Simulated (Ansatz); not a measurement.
A series of calculations on Cu

## 1. Relaxation

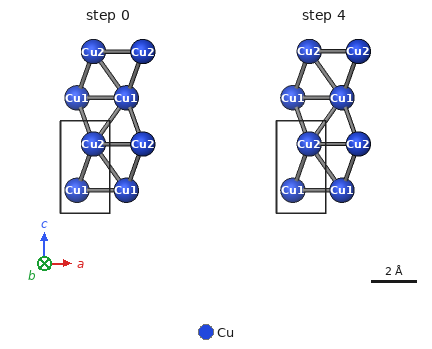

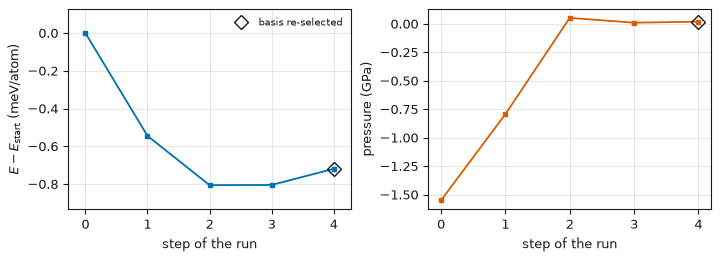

First and last geometry of a relaxation of solid Cu (set up in P6_3/mmc), with the history of the run. The picture is a ball-and-stick view of the cell of the calculation, repeated 2 × 1 × 2 with one cell outlined, seen along the b axis.

Theory: DFT PBEsol, scalar-relativistic, plane waves, PAW in Ansatz.

Input
```yaml
crystal:
  lattice:
    - [2.5340966698, 0.0, 0.0]
    - [-1.2670483349, 2.1945920917, 0.0]
    - [0.0, 0.0, 4.112571]
  atoms:
    - { symbol: Cu, position: [0.33333333, 0.66666667, 0.25] }
    - { symbol: Cu, position: [0.66666667, 0.33333333, 0.75] }
basis:
  ecutwfc: 420
kpoints:
  mp_grid: { grid: [18, 18, 10] }
hamiltonian:
  xc: pbesol
scf:
  occupations: { method: gaussian, width: 0.1 }
output:
  forces: true
  stress: true
  eigenvalues: true
relax:
  adjacent_minimum: "off"
  f_tol: 0.005
  max_steps: 80
  cell: { stress_tol: 0.05 }
```

Launched with:
```bash
ansatz run input.yaml --threads 1 --pin off --max-ram 2560MiB --backend cpu --events-out ev --progress --plain --runs-dir out
```

> Did the run converge, and what did it change?

It converged. The energy falls by 0.7 meV per atom in 3 accepted moves (4 points after the start). All forces vanish by symmetry, so only the cell relaxes. The pressure goes from −1.55 to 0.02 GPa. At 1 point the geometry stayed and the basis and grid were re-selected for the new cell (energy shift of 0.1 meV per atom at most each time). No atom moves by more than 0.005 Å relative to the cell. Cell: a = b 2.534 → 2.521 Å (−0.5 %), c 4.113 → 4.117 Å (+0.1 %). Volume −1.0 %. Among the contacts that change: Cu1–Cu1 2.534 → 2.521 Å. The space group stays P6_3/mmc (No. 194).

## 2. Relaxation

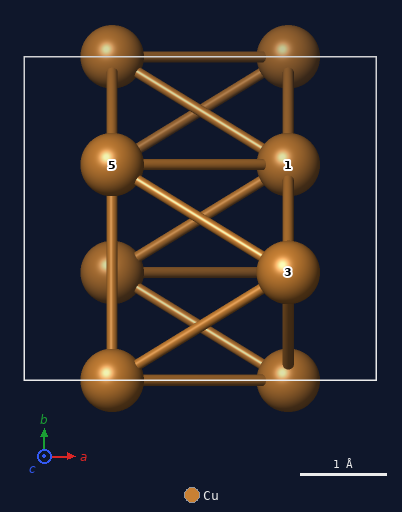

Starting structure of a crystal of Cu (set up in P6_3/mmc). A ball-and-stick model of the cell of the calculation, seen along the c axis.

Case: 0 of 6 Cu sites taken by Au, cell and atoms relaxed.

Theory: DFT PBEsol, scalar-relativistic, plane waves, PAW in Ansatz 0.2.0.

Input file:
```yaml
crystal:
  lattice:
    - [0.0, 0.0, -4.1165232687]
    - [-3.7808865382, -2.1828958606, 0.0]
    - [0.0, 4.3657917212, 0.0]
  atoms:
    - { symbol: Cu, position: [0.75, 0.6666666667, 0.6666666667] }
    - { symbol: Cu, position: [0.75, 1.0, 0.3333333333] }
    - { symbol: Cu, position: [0.75, 0.3333333333, 0.0] }
    - { symbol: Cu, position: [0.25, 0.3333333333, 0.3333333333] }
    - { symbol: Cu, position: [0.25, 0.6666666667, 1.0] }
    - { symbol: Cu, position: [0.25, 1.0, 0.6666666667] }
basis:
  ecutwfc: 420
kpoints:
  mp_grid: { grid: [8, 12, 12] }
hamiltonian:
  xc: pbesol
scf:
  occupations: { method: gaussian, width: 0.1 }
output:
  forces: true
  stress: true
  eigenvalues: true
relax:
  adjacent_minimum: "off"
  f_tol: 0.015
  max_steps: 60
  cell: { stress_tol: 0.15 }
```

Command:
```bash
ansatz run input.yaml --threads 1 --pin off --max-ram 2560MiB --backend cpu --events-out ev --progress --plain --runs-dir out
```

What does the optimiser find from here?

The atoms keep their places relative to the cell (all moves are under 0.005 Å). The drawn cell changes at constant volume: a 4.117 → 4.135 Å (+0.4 %), b = c 4.366 → 4.356 Å (−0.2 %). Some distances before and after: Cu1–Cu2 2.521 → 2.515 Å, Cu1–Cu4 2.521 → 2.526 Å. The space group stays P6_3/mmc (No. 194). Over 2 accepted moves (3 points after the start) the energy falls by 1.3 meV per cell of the calculation. All forces vanish by symmetry, so only the cell relaxes. The pressure goes from −0.02 to 0.01 GPa. The SCF was repeated once at an unchanged geometry on a basis and grid sized afresh for the cell, which shifted the energy by less than 0.05 meV per cell of the calculation at most. The run took 51 s on 1 thread of Intel(R) Xeon(R) 6975P-C (Granite Rapids) (shared host), peak memory 0.63 GiB.

History of the run:

| step | E − E(0), meV/atom | pressure, GPa | volume, Å³/atom | note |
| --- | --- | --- | --- | --- |
| 0 | 0.00 | -0.02 | 11.325 |  |
| 1 | -0.13 | -0.01 | 11.324 |  |
| 2 | -0.21 | 0.01 | 11.323 |  |
| 3 | -0.21 | 0.01 | 11.323 | same geometry, new basis |

## 3. A change

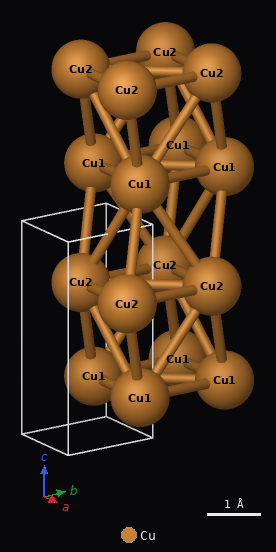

The starting point is crystalline Cu (set up in P6_3/mmc). Style: ball-and-stick. Shown: the cell of the calculation, repeated 2 × 2 × 2 with one cell outlined, slightly off an axis.

Computed with DFT r2SCAN, scalar-relativistic, plane waves, PAW in Ansatz. Settings: plane-wave cutoff 500 eV; k-point mesh 18 × 18 × 10; occupations gaussian; smearing width 0.1 eV; no spin polarisation.

Change: The volume is changed by −9.0 %. The atoms are relaxed in that cell.

The input:
```yaml
crystal:
  lattice:
    - [2.4521890119, 0.0, 0.0]
    - [-1.2260945059, 2.1236579792, 0.0]
    - [0.0, 0.0, 4.0020452373]
  atoms:
    - { symbol: Cu, position: [0.3333333333, 0.6666666667, 0.25] }
    - { symbol: Cu, position: [0.6666666667, 0.3333333333, 0.75] }
basis:
  ecutwfc: 500
kpoints:
  mp_grid: { grid: [18, 18, 10] }
hamiltonian:
  xc: r2scan
scf:
  occupations: { method: gaussian, width: 0.1 }
output:
  forces: true
  stress: true
  eigenvalues: true
relax:
  adjacent_minimum: "off"
  f_tol: 0.01
  max_steps: 30
  cell: { stress_tol: 0.1, fix: [volume] }
```

Launched with:
```bash
ansatz run input.yaml --threads 1 --pin off --max-ram 2560MiB --backend cpu --events-out ev --progress --plain --runs-dir out
```

> What is the effect?

Cell: a = b 2.531 → 2.452 Å (−3.1 %), c 4.130 → 4.002 Å (−3.1 %). Volume −9.0 %. No atom moves by more than 0.005 Å relative to the cell. Some distances before and after: Cu–Cu 2.530 → 2.451 Å. The space group stays P6_3/mmc (No. 194). The energy rises by 56.7 meV per atom. Pressure: 0.0 GPa before, 19.3 GPa after.

The changed structure in the same view:

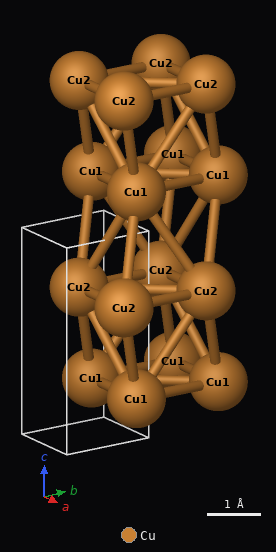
